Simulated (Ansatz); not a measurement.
# FeO: one change and its effect

System: FeO (2 atoms in the cell).
Method of run 1: Kohn-Sham DFT of a periodic cell, revPBE with D4, Ansatz PAW, spin-polarised (Ansatz 0.2.0).

The structure derives from an entry of the Crystallography Open Database. Text and figures count atoms from 1; the logs count them from 0 in places.

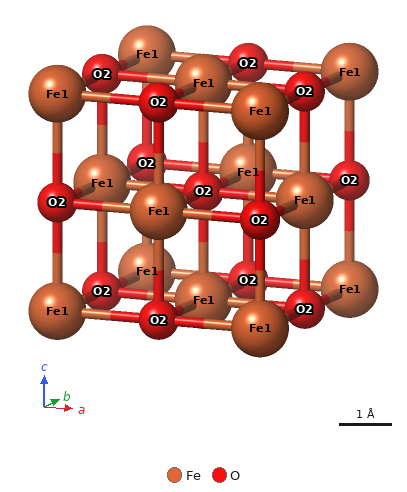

**Figure 1.** The starting structure (ball-and-stick view of the cell 4 times as large as that of the calculation, set on its symmetry axes, seen slightly off an axis; atoms are numbered from 1 in the order of the input).

## The input, run 1
```yaml
crystal:
  lattice:
    - [0.0, 2.1554, 2.1554]
    - [2.1554, 0.0, 2.1554]
    - [2.1554, 2.1554, 0.0]
  atoms:
    - { symbol: Fe, position: [0.0, 0.0, 0.0], spin: 3.0 }
    - { symbol: O, position: [0.5, 0.5, 0.5] }
hamiltonian:
  xc: revpbe
  pseudopotentials: { kind: paw }
  dispersion: d4
magnetization:
  spin_polarized: true
kpoints:
  mp_grid: { grid: [11, 11, 11] }
scf:
  occupations: { method: fermi_dirac, width: 0.05 }
output:
  forces: true
  stress: true
relax:
  f_tol: 0.01
  max_steps: 40
  cell: { stress_tol: 0.05 }
```

Command:
```bash
ansatz run input.yaml --threads 2 --pin off --max-ram 5632MiB --backend cpu --events-out ev --progress --plain --runs-dir out
```

Hardware: 2 threads of Arm Neoverse V1, 24 GiB of memory available, shared host.

## Output, shortened to warnings, some set-up lines, iterations and results (run 1)
```
WARN: dispersion: an atom stands within reach of a switch of its C6 between two reference coordination numbers of its element: through that C6 alone, e_disp changes by 0.025 eV or more while the distances to its neighbours run over a stretch of 0.05 Å that contains this geometry (sites counted from 0 in the run's list of atoms or, in a supercell that it derives, in that cell's: here a list of 2) …
WARN: dispersion: an atom stands within reach of a switch of its C6 between two reference coordination numbers of its element: through that C6 alone, e_disp changes by 0.025 eV or more while the distances to its neighbours run over a stretch of 0.05 Å that contains this geometry (sites counted from 0 in the run's list of atoms or, in a supercell that it derives, in that cell's: here a list of 2) …
WARN: dispersion: an atom stands within reach of a switch of its C6 between two reference coordination numbers of its element: through that C6 alone, e_disp changes by 0.025 eV or more while the distances to its neighbours run over a stretch of 0.05 Å that contains this geometry (sites counted from 0 in the run's list of atoms or, in a supercell that it derives, in that cell's: here a list of 2) …
WARN: dispersion: an atom stands within reach of a switch of its C6 between two reference coordination numbers of its element: through that C6 alone, e_disp changes by 0.025 eV or more while the distances to its neighbours run over a stretch of 0.05 Å that contains this geometry (sites counted from 0 in the run's list of atoms or, in a supercell that it derives, in that cell's: here a list of 2) …
WARN: dispersion: an atom stands within reach of a switch of its C6 between two reference coordination numbers of its element: through that C6 alone, e_disp changes by 0.025 eV or more while the distances to its neighbours run over a stretch of 0.05 Å that contains this geometry (sites counted from 0 in the run's list of atoms or, in a supercell that it derives, in that cell's: here a list of 2) …
Basis set: ecut = 420 eV, 387 PW (Γ), exchange–correlation on 48×48×48 points (8 copies of the dense FFT grid, shifted against one another)
Symmetry: 48 space group operations
k-points: 56 of 1331
Initial density: superposition of atomic densities (chi_scale 0.1, normalization cell, long waves kept (reshape's long-wave potential 0.00 eV rms))
[...]
SCF iter   1: F=—  HF=-5052.532457 eV  |F-HF|=—  |Δ(HF+E_count)|=         —  Δρ=1.23e-1 (↑1.23e-1 ↓6.35e-2)  dr2=4.22e0  dr2_m=5.53e-1  M=3.389 μB ∫|m|=3.389 μB  β_m=0.30  …
SCF iter   2: F=—  HF=-5052.644909 eV  |F-HF|=—  |Δ(HF+E_count)|=   1.12e-1  Δρ=7.43e-2 (↑7.43e-2 ↓4.29e-2)  dr2=6.30e-1  dr2_m=5.02e-1  M=3.610 μB ∫|m|=3.610 μB  β_m=0.43  …
SCF iter   3: F=—  HF=-5052.942225 eV  |F-HF|=—  |Δ(HF+E_count)|=   2.97e-1  Δρ=4.02e-2 (↑4.02e-2 ↓3.32e-2)  dr2=1.16e-1  dr2_m=2.19e-1  M=3.815 μB ∫|m|=3.816 μB  β_m=0.62  …
SCF iter   4: F=—  HF=-5053.097034 eV  |F-HF|=—  |Δ(HF+E_count)|=         —  Δρ=1.02e-2 (↑1.02e-2 ↓9.94e-3)  dr2=5.22e-2  dr2_m=2.52e-3  M=4.000 μB ∫|m|=4.012 μB  β_m=0.62  …
SCF iter   5: F=—  HF=-5053.093961 eV  |F-HF|=—  |Δ(HF+E_count)|=   3.07e-3  Δρ=6.22e-3 (↑5.51e-3 ↓6.22e-3)  dr2=1.76e-2  dr2_m=4.81e-4  M=4.000 μB ∫|m|=4.013 μB  β_m=0.54  …
[... 67 lines ...]
SCF iter   3: F=—  HF=-5053.103550 eV  |F-HF|=—  |Δ(HF+E_count)|=  1.30e-10  Δρ=5.66e-7 (↑5.66e-7 ↓5.01e-7)  dr2=5.43e-11  dr2_m=3.99e-11  M=4.000 μB ∫|m|=4.015 μB  β_m=0.68  …
SCF iter   4: F=—  HF=-5053.103550 eV  |F-HF|=—  |Δ(HF+E_count)|=  7.09e-10  Δρ=2.68e-7 (↑2.68e-7 ↓2.05e-7)  dr2=1.98e-12  dr2_m=8.89e-12  M=4.000 μB ∫|m|=4.015 μB  β_m=0.83  …
SCF iter   5: F=-5053.103550 eV  HF=-5053.103550 eV  |F-HF|=5.46e-12  |Δ(HF+E_count)|=  6.37e-11  Δρ=1.86e-7 (↑1.37e-7 ↓1.86e-7)  dr2=8.29e-12  dr2_m=2.54e-12  M=4.000 μB …
SCF 10 converged in 5 iterations: F = -5053.103550 eV  dr2 = 8.29e-12
relax step  10: F+E_penalty+E_count = -5053.10355040 eV  Δ(F+E_penalty+E_count) = -2.649e-9 eV  max|allowed force component| = 3.090e-30 eV/Å  Δτ_max = 0.0000 Å  P = -0.008 …
basis re-selected at this cell: Δ(F+E_penalty+E_count) = -2.649e-9 eV, ΔP = -0.001 GPa vs the last step (what re-selecting the basis moved, of the pressure what is left beyond the Pulay correction that the steps carried, after the strain that the cell walked since its last selection, with what the …
SCF converged after 5 iterations
Magnetization: 4.0002 μB (13.0001 up, 8.9999 down)
Absolute magnetization: 4.0149 μB (∫|ρ↑−ρ↓|, with the PAW one-centre terms)
Spin contamination: 0.0113 ħ² per cell (⟨S²⟩ above its minimum at these occupations)
Per-site moments (μB) at R_I (Å): [(3.4490981357067327, 0.8840217797208161), (0.32144958067762375, 0.8840217797208161)]
Free energy (F): -5053.103550 eV
Harris-Foulkes:  -5053.103550 eV  (|F-HF|=5.46e-12)
Internal energy: -5053.092240 eV  (E = F + TS)
E sigma→0 (E₀):  -5053.097895 eV
Entropy (-TS):   -0.011310 eV (-5.655 meV/atom)
Fermi energy:    15.098118 eV
--- Per-component energies (eV) ---
  E_band       = -258.579113
  E_kinetic    = 516.017642
  E_local      = -2576.302199  (includes V_loc(G=0)·N_el)
  E_nonlocal   = 278.729020
  E_hartree    = 1052.849713
  E_xc         = -188.509874
  E_vxc        = -241.378604  (∫ρ·V_xc dr)
  E_paw        = -1534.228726  (= ΣΔE_a)
  E_vpaw       = -341.347415  (= ΣTr[D̂ρ^β])
  E_aug_tail   = 0.003203  (compensation charges beyond the density's cutoff)
  E_ewald      = -2600.315954
  E_disp       = -1.285274  (pairwise vdW)
  E_core_change = -0.049790  (= ΣΔE_core)
  E_smearing   = -0.011310  (= −TS)
  E_closure    = -0.000000  (closes the sum)
  Σ components = -5053.103550   (vs F -5053.103550, Δ=0.00e0)
--- Forces (eV/Å), atoms counted from 1 ---
  atom   1  Fe    -0.00000000     0.00000000    -0.00000000
  atom   2  O      0.00000000     0.00000000     0.00000000
  max |Σ_I F_I| component: 4.34e-30 eV/Å
--- Stress (GPa, compression-positive) ---
       -0.008196       0.000000      -0.000000
        0.000000      -0.008196       0.000000
       -0.000000       0.000000      -0.008196
  P = ⅓ Tr σ = -0.0082 GPa (-0.082 kbar)
--- Relaxed structure (8 steps of the walk, 7 accepted, 2 SCFs on fresh bases) ---
  F+E_penalty+E_count = -5053.10355040 eV   max|allowed force component| = 3.090e-30 eV/Å   (the final SCF, on the basis selected at the relaxed cell)
  cell:  # Å, volume = 19.6855 Å³
[...]
```

For run 2 the input was changed thus:
```diff
-  dispersion: d4
+  dispersion: d3bj
```

How does run 2 compare with run 1?

The total energies belong to different models, so their difference says nothing on which is more stable or more accurate. The volume per atom goes from 9.84 to 9.87 Å³. The SCF takes 31 iterations over all geometry steps against 57. On the same kind of shared host run 2 took about 0.37 times as long.

## Output, shortened to warnings, some set-up lines, iterations and results (run 2)
```
WARN: dispersion: an atom stands within reach of a switch of its C6 between two reference coordination numbers of its element: through that C6 alone, e_disp changes by 0.025 eV or more while the distances to its neighbours run over a stretch of 0.05 Å that contains this geometry (sites counted from 0 in the run's list of atoms or, in a supercell that it derives, in that cell's: here a list of 2) …
WARN: dispersion: an atom stands within reach of a switch of its C6 between two reference coordination numbers of its element: through that C6 alone, e_disp changes by 0.025 eV or more while the distances to its neighbours run over a stretch of 0.05 Å that contains this geometry (sites counted from 0 in the run's list of atoms or, in a supercell that it derives, in that cell's: here a list of 2) …
WARN: dispersion: an atom stands within reach of a switch of its C6 between two reference coordination numbers of its element: through that C6 alone, e_disp changes by 0.025 eV or more while the distances to its neighbours run over a stretch of 0.05 Å that contains this geometry (sites counted from 0 in the run's list of atoms or, in a supercell that it derives, in that cell's: here a list of 2) …
WARN: dispersion: an atom stands within reach of a switch of its C6 between two reference coordination numbers of its element: through that C6 alone, e_disp changes by 0.025 eV or more while the distances to its neighbours run over a stretch of 0.05 Å that contains this geometry (sites counted from 0 in the run's list of atoms or, in a supercell that it derives, in that cell's: here a list of 2) …
Basis set: ecut = 420 eV, 387 PW (Γ), exchange–correlation on 48×48×48 points (8 copies of the dense FFT grid, shifted against one another)
Symmetry: 48 space group operations
k-points: 56 of 1331
Initial density: superposition of atomic densities (chi_scale 0.1, normalization cell, long waves kept (reshape's long-wave potential 0.00 eV rms))
[...]
SCF iter   1: F=—  HF=-5052.044319 eV  |F-HF|=—  |Δ(HF+E_count)|=         —  Δρ=1.23e-1 (↑1.23e-1 ↓6.35e-2)  dr2=4.22e0  dr2_m=5.53e-1  M=3.389 μB ∫|m|=3.389 μB  β_m=0.30  …
SCF iter   2: F=—  HF=-5052.156770 eV  |F-HF|=—  |Δ(HF+E_count)|=   1.12e-1  Δρ=7.43e-2 (↑7.43e-2 ↓4.29e-2)  dr2=6.30e-1  dr2_m=5.02e-1  M=3.610 μB ∫|m|=3.610 μB  β_m=0.43  …
SCF iter   3: F=—  HF=-5052.454087 eV  |F-HF|=—  |Δ(HF+E_count)|=   2.97e-1  Δρ=4.02e-2 (↑4.02e-2 ↓3.32e-2)  dr2=1.16e-1  dr2_m=2.19e-1  M=3.815 μB ∫|m|=3.816 μB  β_m=0.62  …
SCF iter   4: F=—  HF=-5052.608896 eV  |F-HF|=—  |Δ(HF+E_count)|=         —  Δρ=1.02e-2 (↑1.02e-2 ↓9.94e-3)  dr2=5.22e-2  dr2_m=2.52e-3  M=4.000 μB ∫|m|=4.012 μB  β_m=0.62  …
SCF iter   5: F=—  HF=-5052.605823 eV  |F-HF|=—  |Δ(HF+E_count)|=   3.07e-3  Δρ=6.22e-3 (↑5.51e-3 ↓6.22e-3)  dr2=1.76e-2  dr2_m=4.81e-4  M=4.000 μB ∫|m|=4.013 μB  β_m=0.54  …
[... 29 lines ...]
SCF iter   6: F=—  HF=-5052.611118 eV  |F-HF|=—  |Δ(HF+E_count)|=   1.70e-8  Δρ=1.10e-6 (↑1.10e-6 ↓5.12e-7)  dr2=8.59e-11  dr2_m=1.04e-10  M=4.000 μB ∫|m|=4.015 μB  β_m=0.89  …
SCF iter   7: F=—  HF=-5052.611118 eV  |F-HF|=—  |Δ(HF+E_count)|=  6.88e-10  Δρ=2.39e-7 (↑1.03e-7 ↓2.39e-7)  dr2=1.32e-11  dr2_m=2.94e-12  M=4.000 μB ∫|m|=4.015 μB  β_m=0.94  …
SCF iter   8: F=-5052.611118 eV  HF=-5052.611118 eV  |F-HF|=2.73e-12  |Δ(HF+E_count)|=  7.28e-12  Δρ=9.23e-8 (↑6.53e-9 ↓9.23e-8)  dr2=1.68e-12  dr2_m=3.93e-13  M=4.000 μB …
SCF 4 converged in 8 iterations: F = -5052.611118 eV  dr2 = 1.68e-12
relax step   4: F+E_penalty+E_count = -5052.61111841 eV  Δ(F+E_penalty+E_count) = +9.820e-4 eV  max|allowed force component| = 5.489e-30 eV/Å  Δτ_max = 0.0000 Å  P = -0.048 …
basis re-selected at this cell: Δ(F+E_penalty+E_count) = +9.820e-4 eV, ΔP = -0.073 GPa vs the last step (what re-selecting the basis moved, of the pressure what is left beyond the Pulay correction that the steps carried, after the strain that the cell walked since its last selection, with what the …
SCF converged after 8 iterations
Magnetization: 4.0003 μB (13.0001 up, 8.9999 down)
Absolute magnetization: 4.0150 μB (∫|ρ↑−ρ↓|, with the PAW one-centre terms)
Spin contamination: 0.0114 ħ² per cell (⟨S²⟩ above its minimum at these occupations)
Per-site moments (μB) at R_I (Å): [(3.4504410251537068, 0.8848569275707343), (0.32083615843394453, 0.8848569275707343)]
Free energy (F): -5052.611118 eV
Harris-Foulkes:  -5052.611118 eV  (|F-HF|=2.73e-12)
Internal energy: -5052.599756 eV  (E = F + TS)
E sigma→0 (E₀):  -5052.605437 eV
Entropy (-TS):   -0.011362 eV (-5.681 meV/atom)
Fermi energy:    15.043558 eV
--- Per-component energies (eV) ---
  E_band       = -259.666653
  E_kinetic    = 515.901360
  E_local      = -2580.037281  (includes V_loc(G=0)·N_el)
  E_nonlocal   = 278.724621
  E_hartree    = 1054.208377
  E_xc         = -188.475792
  E_vxc        = -241.329977  (∫ρ·V_xc dr)
  E_paw        = -1534.222305  (= ΣΔE_a)
  E_vpaw       = -341.345316  (= ΣTr[D̂ρ^β])
  E_aug_tail   = 0.003236  (compensation charges beyond the density's cutoff)
  E_ewald      = -2597.861717
  E_disp       = -0.790464  (pairwise vdW)
  E_core_change = -0.049790  (= ΣΔE_core)
  E_smearing   = -0.011362  (= −TS)
  E_closure    = 0.000000  (closes the sum)
  Σ components = -5052.611118   (vs F -5052.611118, Δ=0.00e0)
--- Forces (eV/Å), atoms counted from 1 ---
  atom   1  Fe    -0.00000000     0.00000000     0.00000000
  atom   2  O      0.00000000    -0.00000000    -0.00000000
  max |Σ_I F_I| component: 8.02e-30 eV/Å
--- Stress (GPa, compression-positive) ---
       -0.048162      -0.000000      -0.000000
       -0.000000      -0.048162      -0.000000
       -0.000000      -0.000000      -0.048162
  P = ⅓ Tr σ = -0.0482 GPa (-0.482 kbar)
--- Relaxed structure (3 steps of the walk, 3 accepted, 1 SCFs on fresh bases) ---
  F+E_penalty+E_count = -5052.61111841 eV   max|allowed force component| = 5.489e-30 eV/Å   (the final SCF, on the basis selected at the relaxed cell)
  cell:  # Å, volume = 19.7414 Å³
[...]
```

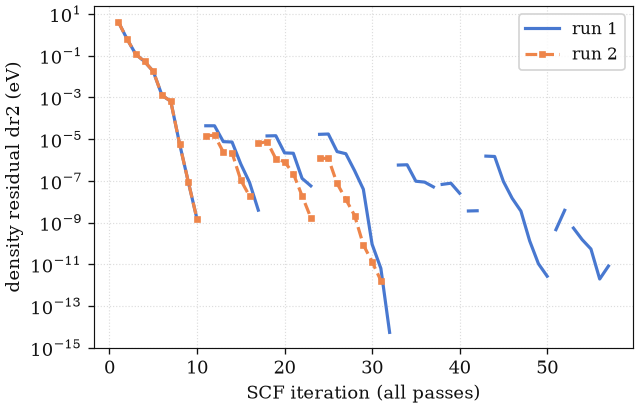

**Figure 2.** Convergence of the two runs: density residual dr2 against the SCF iteration. A break in a curve parts two SCF passes. Run 1 takes 57 iterations in all, and run 2 takes 31.

## The two runs side by side

```csv
quantity,run 1,run 2
outcome,converged,converged
free energy per atom (eV),−2526.5518,−2526.3056
"energy per atom, smearing taken to zero (eV)",−2526.5489,−2526.3027
net moment of the cell (μB),4.00,4.00
absolute moment of the cell (μB),4.01,4.02
pressure (GPa),−0.01,−0.05
volume per atom (Å³),9.84,9.87
largest force (eV/Å),0.000,0.000
SCF iterations,57,31
irreducible k-points,56,56
wall time (shared host),19 s,7 s
```

For both runs: Points of doubt noted for this run: forces on files of another functional.
